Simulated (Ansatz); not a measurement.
# Run report: Zn₂Ga₂O₅, geometry relaxation (part 2 of 4)

Continued. System: Zn₂Ga₂O₅ (interface cell, 36 atoms in the cell). Method: DFT PBE, scalar-relativistic, plane waves, PAW, no spin polarisation (Ansatz 0.2.0); cutoff 420 eV, 9×5×1 k-mesh, Gaussian smearing of 0.05 eV. The structure derives from a Materials Project entry. It belongs to a series of runs on one base structure; here: film shifted by (0.5, 0.5) in the plane.

### The program's output, continued
```
relax step  12: F+E_penalty+E_count = -68172.40000793 eV  Δ(F+E_penalty+E_count) = -4.610e-2 eV  max|allowed force component| = 3.477e-1 eV/Å  Δτ_max = 0.1916 Å  P = +2.606 GPa  Ω = 417.678 Å³  energy of the carried Pulay correction = -5.837e-2 eV  fix = [a, b, alpha, beta, gamma]  reactions: a +5.074, b +2.434 GPa; alpha +0.402 GPa/rad  (8 SCF iters, dr2 threshold 3.60e-6 eV, accepted)
SCF 13 converged in 8 iterations: F = -68172.490082 eV  dr2 = 1.36e-6
relax step  13: F+E_penalty+E_count = -68172.49008189 eV  Δ(F+E_penalty+E_count) = -9.007e-2 eV  max|allowed force component| = 5.246e-1 eV/Å  Δτ_max = 0.1967 Å  P = +2.031 GPa  Ω = 418.732 Å³  energy of the carried Pulay correction = -6.306e-2 eV  fix = [a, b, alpha, beta, gamma]  reactions: a +4.532, b +1.645 GPa; alpha +0.148 GPa/rad  (8 SCF iters, dr2 threshold 3.60e-6 eV, accepted)
SCF 14 converged in 8 iterations: F = -68172.684754 eV  dr2 = 1.68e-6
relax step  14: F+E_penalty+E_count = -68172.68475384 eV  Δ(F+E_penalty+E_count) = -1.947e-1 eV  max|allowed force component| = 4.530e-1 eV/Å  Δτ_max = 0.2000 Å  P = +1.625 GPa  Ω = 419.302 Å³  energy of the carried Pulay correction = -6.559e-2 eV  fix = [a, b, alpha, beta, gamma]  reactions: a +4.136, b +0.689 GPa; alpha -0.078 GPa/rad  (8 SCF iters, dr2 threshold 3.60e-6 eV, accepted)
SCF 15 converged in 8 iterations: F = -68172.854702 eV  dr2 = 1.19e-6
relax step  15: F+E_penalty+E_count = -68172.85470247 eV  Δ(F+E_penalty+E_count) = -1.699e-1 eV  max|allowed force component| = 2.876e-1 eV/Å  Δτ_max = 0.1978 Å  P = +1.404 GPa  Ω = 419.230 Å³  energy of the carried Pulay correction = -6.526e-2 eV  fix = [a, b, alpha, beta, gamma]  reactions: a +4.048, b +0.125 GPa; alpha -0.111 GPa/rad  (8 SCF iters, dr2 threshold 3.60e-6 eV, accepted)
SCF 16 converged in 8 iterations: F = -68172.951717 eV  dr2 = 1.93e-6
relax step  16: F+E_penalty+E_count = -68172.95171686 eV  Δ(F+E_penalty+E_count) = -9.701e-2 eV  max|allowed force component| = 5.133e-1 eV/Å  Δτ_max = 0.2000 Å  P = +1.494 GPa  Ω = 418.631 Å³  energy of the carried Pulay correction = -6.260e-2 eV  fix = [a, b, alpha, beta, gamma]  reactions: a +3.980, b -0.065 GPa; alpha -0.482 GPa/rad  (8 SCF iters, dr2 threshold 3.60e-6 eV, accepted)
SCF 17 converged in 8 iterations: F = -68172.974369 eV  dr2 = 1.34e-6
relax step  17: F+E_penalty+E_count = -68172.97436902 eV  Δ(F+E_penalty+E_count) = -2.265e-2 eV  max|allowed force component| = 4.358e-1 eV/Å  Δτ_max = 0.1351 Å  P = +1.024 GPa  Ω = 420.687 Å³  energy of the carried Pulay correction = -7.171e-2 eV  fix = [a, b, alpha, beta, gamma]  reactions: a +3.548, b -0.696 GPa; alpha -0.783 GPa/rad  (8 SCF iters, dr2 threshold 3.60e-6 eV, accepted)
SCF 18 converged in 8 iterations: F = -68172.885228 eV  dr2 = 2.10e-6
relax step  18: F+E_penalty+E_count = -68172.88522758 eV  Δ(F+E_penalty+E_count) = +8.914e-2 eV  max|allowed force component| = 6.755e-1 eV/Å  Δτ_max = 0.1933 Å  P = +0.784 GPa  Ω = 422.635 Å³  energy of the carried Pulay correction = -8.031e-2 eV  fix = [a, b, alpha, beta, gamma]  (8 SCF iters, dr2 threshold 3.60e-6 eV, rejected (line search))
SCF 19 converged in 12 iterations: F = -68173.007800 eV  dr2 = 1.95e-9
relax step  19: F+E_penalty+E_count = -68173.00780017 eV  Δ(F+E_penalty+E_count) = -3.343e-2 eV  max|allowed force component| = 2.732e-1 eV/Å  Δτ_max = 0.0966 Å  P = +1.103 GPa  Ω = 420.880 Å³  energy of the carried Pulay correction = -7.257e-2 eV  fix = [a, b, alpha, beta, gamma]  reactions: a +3.706, b -0.519 GPa; alpha -0.760 GPa/rad  (12 SCF iters, accepted)
SCF 20 converged in 6 iterations: F = -68173.010525 eV  dr2 = 3.02e-6
relax step  20: F+E_penalty+E_count = -68173.01052509 eV  Δ(F+E_penalty+E_count) = -2.725e-3 eV  max|allowed force component| = 1.455e-1 eV/Å  Δτ_max = 0.0245 Å  P = +0.975 GPa  Ω = 421.190 Å³  energy of the carried Pulay correction = -7.394e-2 eV  fix = [a, b, alpha, beta, gamma]  reactions: a +3.594, b -0.623 GPa; alpha -0.772 GPa/rad  (6 SCF iters, dr2 threshold 3.60e-6 eV, accepted)
SCF 21 converged in 6 iterations: F = -68173.014376 eV  dr2 = 1.32e-6
relax step  21: F+E_penalty+E_count = -68173.01437623 eV  Δ(F+E_penalty+E_count) = -3.851e-3 eV  max|allowed force component| = 7.730e-2 eV/Å  Δτ_max = 0.0210 Å  P = +1.040 GPa  Ω = 421.024 Å³  energy of the carried Pulay correction = -7.320e-2 eV  fix = [a, b, alpha, beta, gamma]  reactions: a +3.663, b -0.570 GPa; alpha -0.760 GPa/rad  (6 SCF iters, dr2 threshold 1.32e-6 eV, accepted)
SCF 22 converged in 7 iterations: F = -68173.015058 eV  dr2 = 1.08e-7
relax step  22: F+E_penalty+E_count = -68173.01505826 eV  Δ(F+E_penalty+E_count) = -6.820e-4 eV  max|allowed force component| = 2.618e-2 eV/Å  Δτ_max = 0.0221 Å  P = +1.013 GPa  Ω = 421.053 Å³  energy of the carried Pulay correction = -7.333e-2 eV  fix = [a, b, alpha, beta, gamma]  reactions: a +3.625, b -0.589 GPa; alpha -0.755 GPa/rad  (7 SCF iters, dr2 threshold 3.73e-7 eV, accepted)
SCF 23 converged in 8 iterations: F = -68173.014874 eV  dr2 = 2.16e-8
relax step  23: F+E_penalty+E_count = -68173.01487441 eV  Δ(F+E_penalty+E_count) = +1.839e-4 eV  max|allowed force component| = 2.436e-2 eV/Å  Δτ_max = 0.0218 Å  P = +1.033 GPa  Ω = 421.028 Å³  energy of the carried Pulay correction = -7.322e-2 eV  fix = [a, b, alpha, beta, gamma]  (8 SCF iters, dr2 threshold 4.29e-8 eV, rejected (line search))
SCF 24 converged in 9 iterations: F = -68173.015369 eV  dr2 = 1.92e-9
relax step  24: F+E_penalty+E_count = -68173.01536873 eV  Δ(F+E_penalty+E_count) = -3.105e-4 eV  max|allowed force component| = 5.519e-3 eV/Å  Δτ_max = 0.0086 Å  P = +1.011 GPa  Ω = 421.076 Å³  energy of the carried Pulay correction = -7.343e-2 eV  fix = [a, b, alpha, beta, gamma]  reactions: a +3.637, b -0.602 GPa; alpha -0.753 GPa/rad  (9 SCF iters, accepted)
SCF 25 converged in 8 iterations: F = -68173.121179 eV  dr2 = 7.19e-10
relax step  25: F+E_penalty+E_count = -68173.12117883 eV  Δ(F+E_penalty+E_count) = -1.058e-1 eV  max|allowed force component| = 8.255e-3 eV/Å  Δτ_max = 0.0000 Å  P = +1.365 GPa  Ω = 421.076 Å³  fix = [a, b, alpha, beta, gamma]  reactions: a +3.817, b -0.423 GPa; alpha -0.751 GPa/rad  stress off target by 7.01e-1 GPa on what of the cell is left free  SCF on the basis re-selected at this cell (its energy is not comparable with the rows above)  (8 SCF iters)
SCF 26 converged in 7 iterations: F = -68173.116026 eV  dr2 = 6.53e-7
relax step  26: F+E_penalty+E_count = -68173.11602593 eV  Δ(F+E_penalty+E_count) = +5.153e-3 eV  max|allowed force component| = 2.269e-2 eV/Å  Δτ_max = 0.0165 Å  P = +0.811 GPa  Ω = 423.156 Å³  energy of the carried Pulay correction = -9.179e-3 eV  fix = [a, b, alpha, beta, gamma]  reactions: a +3.397, b -0.937 GPa; alpha -0.762 GPa/rad  (7 SCF iters, dr2 threshold 1.23e-6 eV, accepted)
SCF 27 converged in 7 iterations: F = -68173.116742 eV  dr2 = 1.85e-8
relax step  27: F+E_penalty+E_count = -68173.11674244 eV  Δ(F+E_penalty+E_count) = -7.165e-4 eV  max|allowed force component| = 7.235e-3 eV/Å  Δτ_max = 0.0059 Å  P = +0.809 GPa  Ω = 423.063 Å³  energy of the carried Pulay correction = -8.765e-3 eV  fix = [a, b, alpha, beta, gamma]  reactions: a +3.393, b -0.950 GPa; alpha -0.774 GPa/rad  (7 SCF iters, dr2 threshold 3.22e-8 eV, accepted)
iter 1 solved again at ethr=8.53e-8 eV; its pass at ethr=3.10e-3 eV (dr2=2.73e-4 eV) is discarded
SCF iter   1: F=—  HF=-68173.122938 eV  |F-HF|=—  |Δ(HF+E_count)|=         —  Δρ=1.94e-4  dr2=4.60e-6  ethr=8.53e-8  ⟨swp⟩=3.0  Hψ=19251  notcnv=0
SCF iter   2: F=—  HF=-68173.124514 eV  |F-HF|=—  |Δ(HF+E_count)|=   1.58e-3  Δρ=9.84e-5  dr2=1.52e-6  ethr=1.44e-9  ⟨swp⟩=2.0  Hψ=5340  notcnv=0
SCF iter   3: F=—  HF=-68173.125080 eV  |F-HF|=—  |Δ(HF+E_count)|=   5.65e-4  Δρ=2.51e-5  dr2=1.78e-7  ethr=4.77e-10  ⟨swp⟩=2.0  Hψ=4686  notcnv=0
SCF iter   4: F=—  HF=-68173.125116 eV  |F-HF|=—  |Δ(HF+E_count)|=   3.60e-5  Δρ=2.06e-6  dr2=9.46e-9  ethr=5.57e-11  ⟨swp⟩=2.0  Hψ=5263  notcnv=0
SCF iter   5: F=-68173.125116 eV  HF=-68173.125116 eV  |F-HF|=1.71e-8  |Δ(HF+E_count)|=   1.09e-8  Δρ=8.48e-7  dr2=9.71e-10  ethr=1.01e-12  ⟨swp⟩=8.1  Hψ=15772  notcnv=0
SCF 28 converged in 5 iterations: F = -68173.125116 eV  dr2 = 9.71e-10
relax step  28: F+E_penalty+E_count = -68173.12511554 eV  Δ(F+E_penalty+E_count) = -8.373e-3 eV  max|allowed force component| = 7.591e-3 eV/Å  Δτ_max = 0.0000 Å  P = +0.821 GPa  Ω = 423.063 Å³  fix = [a, b, alpha, beta, gamma]  reactions: a +3.392, b -0.951 GPa; alpha -0.774 GPa/rad  stress off target by 2.30e-2 GPa on what of the cell is left free  SCF on the basis re-selected at this cell (its energy is not comparable with the rows above)  (5 SCF iters)
```

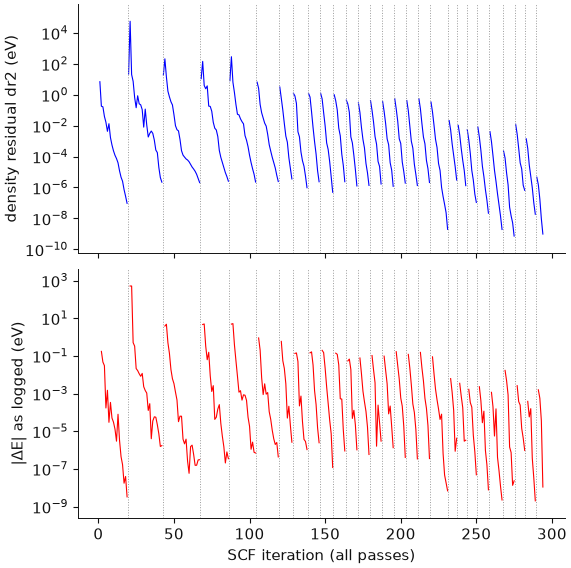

*Convergence of the self-consistent field: density residual dr2 and size of the energy change against the SCF iteration. The dotted lines part the SCF passes of the relaxation: geometry steps, rejected trials and re-solves on a re-selected basis.*

The 28 passes take 5 to 25 iterations each, 294 in all.

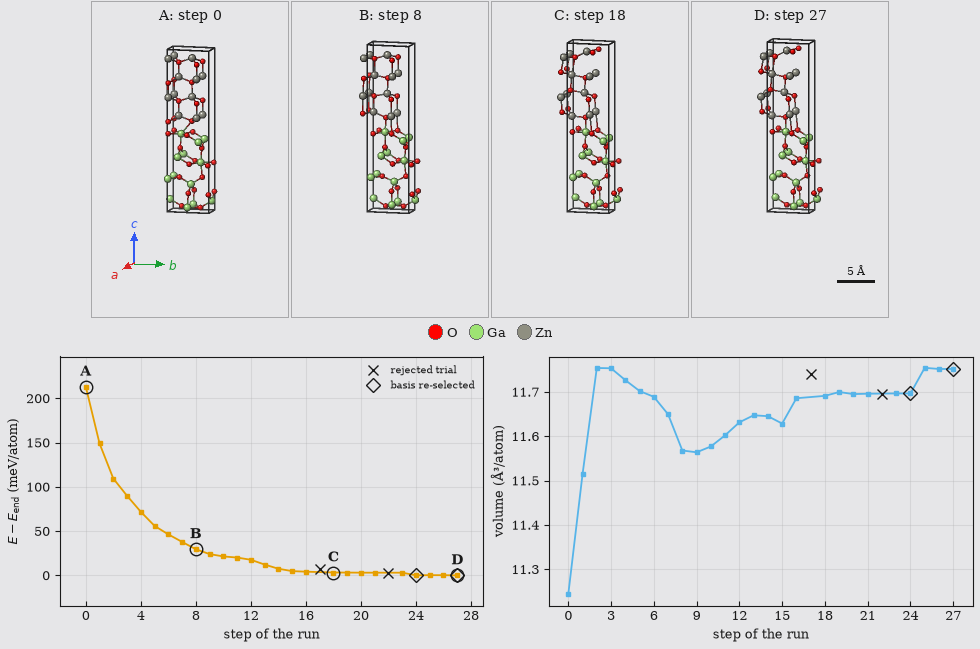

*Frames of the relaxation (ball-and-stick view of the cell of the calculation, seen slightly off an axis) above the curves, on which the letters mark them (the first geometry is step 0 here and step 1 in the log).*

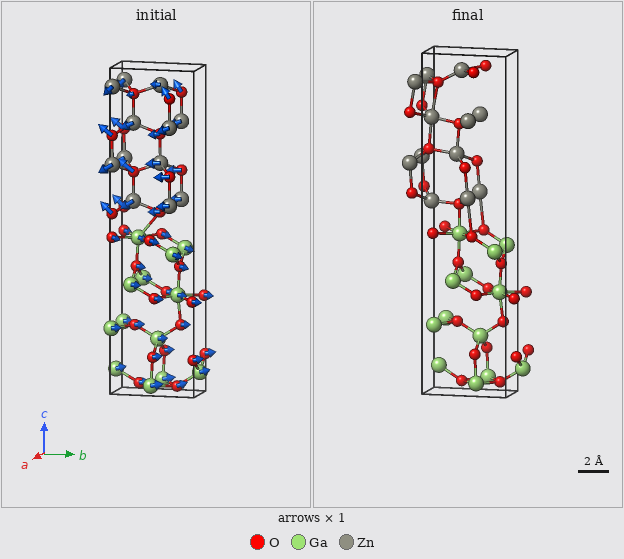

*Before (left) and after (right) the relaxation, at one scale (ball-and-stick view of the cell of the calculation, seen slightly off an axis). The blue arrows give the displacements (without the part carried along by the change of the cell), at true length.*

The largest move relative to the cell is that of O26, 1.45 Å. Largest moves by element: O 1.45 Å, Zn 1.20 Å, Ga 0.95 Å. The drawn cell changes as follows: a stays at 3.083 Å, b stays at 5.878 Å, c 22.335 → 23.345 Å (+4.5 %); the volume changes by +4.5 %. Among the contacts that change: Zn24–O26 1.998 → 3.550 Å, Zn28–O30 1.998 → 3.466 Å, Zn31–O33 1.998 → 3.371 Å, O1–Zn35 2.123 → 3.419 Å. New bonds form: Ga3–O33 (2.94 → 2.06 Å), O22–Zn28 (3.35 → 2.06 Å), O26–Zn32 (3.35 → 2.20 Å), O30–Zn36 (3.35 → 2.13 Å). Bonds break: O1–Zn35 (2.12 → 3.42 Å), Zn24–O26 (2.00 → 3.55 Å), Zn28–O30 (2.00 → 3.47 Å), Zn31–O33 (2.00 → 3.37 Å). Among the angles that change: O2–Zn35–O34 71.9° → 118.3°, O2–Zn35–O33 126.6° → 86.3°, Ga4–O2–Zn35 156.5° → 121.9°. After 25 geometry steps the energy has fallen by 213 meV per atom. The largest force component goes from 4.7 to 0.0076 eV/Å. The pressure goes from 5.96 to 0.82 GPa. The line search rejected the trial steps at points 17, 22 (counted from 0) and went back. The basis was re-selected once at an unchanged geometry, which shifts the energy a little without any move. The energy change given includes the shifts at the re-selections in mid-walk, which come without any move. A last SCF at the same geometry on a re-selected plane-wave basis shifts the energy by −0.2 meV per atom. (Atoms are counted from 1 in the order of the input.)

```
basis re-selected at this cell: Δ(F+E_penalty+E_count) = -8.373e-3 eV, ΔP = +0.012 GPa vs the last step (what re-selecting the basis moved, of the pressure what is left beyond the Pulay correction that the steps carried, after the strain that the cell walked since its last selection, with what the two solves' SCF thresholds leave and, on support functions, any second-order correction that the steps lacked; it is no measure of the basis error at this ecutwfc). This SCF's stress stands 2.30e-2 GPa from its target on what of the cell is left free (relax.cell.stress_tol is 1.50e-1 GPa) and its largest allowed force component is 7.59e-3 eV/Å (relax.f_tol is 2.00e-2 eV/Å): within both
SCF converged after 5 iterations
Free energy (F): -68173.125116 eV
Harris-Foulkes:  -68173.125116 eV  (|F-HF|=1.71e-8)
Internal energy: -68173.125116 eV  (E = F + TS)
E sigma→0 (E₀):  -68173.125116 eV
Fermi energy:    7.969557 eV
--- Per-component energies (eV) ---
  E_band       = -164.001509
  E_kinetic    = 5469.522937
  E_local      = -37279.300131  (includes V_loc(G=0)·N_el)
  E_nonlocal   = 9377.582635
  E_hartree    = 16179.533180
  E_xc         = -3099.182081
  E_vxc        = -2732.054984  (∫ρ·V_xc dr)
  E_paw        = -33802.306842  (= ΣΔE_a)
  E_vpaw       = -7358.863017  (= ΣTr[D̂ρ^β])
  E_aug_tail   = 0.045234  (compensation charges beyond the density's cutoff)
  E_ewald      = -25019.020048
  E_smearing   = -0.000000  (= −TS)
  E_closure    = -0.000000  (closes the sum)
  Σ components = -68173.125116   (vs F -68173.125116, Δ=0.00e0)
--- Forces (eV/Å), atoms counted from 1 ---
  atom   1  O      0.00000000    -0.00470805     0.00070145
  atom   2  O      0.00000000    -0.00257261    -0.00348056
  atom   3  Ga     0.00000000     0.00341683    -0.00641951
  atom   4  Ga     0.00000000     0.00500792     0.00600576
  atom   5  O      0.00000000     0.00031628    -0.00623141
  atom   6  O      0.00000000    -0.00071654     0.00508417
  atom   7  Ga     0.00000000     0.00209172    -0.00456811
  atom   8  Ga     0.00000000    -0.00168710     0.00333419
  atom   9  O      0.00000000    -0.00241536     0.00100843
  atom  10  O      0.00000000     0.00112468    -0.00265554
  atom  11  O      0.00000000    -0.00216545     0.00118718
  atom  12  O      0.00000000     0.00299374     0.00090159
  atom  13  Ga     0.00000000     0.00043900    -0.00276211
  atom  14  Ga     0.00000000     0.00029290     0.00613088
  atom  15  O      0.00000000     0.00041432    -0.00485610
  atom  16  O      0.00000000     0.00060480     0.00460537
  atom  17  Ga     0.00000000    -0.00470271    -0.00355954
  atom  18  Ga     0.00000000     0.00095126     0.00138489
  atom  19  O      0.00000000    -0.00175287    -0.00205246
  atom  20  O      0.00000000    -0.00144922    -0.00599725
  atom  21  O      0.00000000     0.00383431     0.00356682
  atom  22  O      0.00000000     0.00058720     0.00318072
  atom  23  Zn     0.00000000    -0.00503597     0.00555242
  atom  24  Zn     0.00000000     0.00377032     0.00229400
  atom  25  O      0.00000000    -0.00130610    -0.00195717
  atom  26  O      0.00000000    -0.00044796     0.00444335
  atom  27  Zn     0.00000000     0.00104951     0.00257271
  atom  28  Zn     0.00000000     0.00154648    -0.00397532
  atom  29  O      0.00000000    -0.00310493    -0.00759137
  atom  30  O      0.00000000    -0.00171260     0.00254389
  atom  31  Zn     0.00000000     0.00558496     0.00064573
  atom  32  Zn     0.00000000    -0.00203801    -0.00699804
  atom  33  O      0.00000000     0.00260880     0.00419625
  atom  34  O      0.00000000     0.00091943     0.00334683
  atom  35  Zn     0.00000000    -0.00120693     0.00239245
  atom  36  Zn     0.00000000    -0.00053641    -0.00197325
  max |Σ_I F_I| component: 4.36e-6 eV/Å
--- Stress (GPa, compression-positive) ---
        3.391807       0.000000      -0.000000
        0.000000      -0.950912       0.773858
       -0.000000       0.773858       0.022972
  P = ⅓ Tr σ = 0.8213 GPa (8.213 kbar)
--- Band table (eV; the first three rows and the last of 15) ---
```
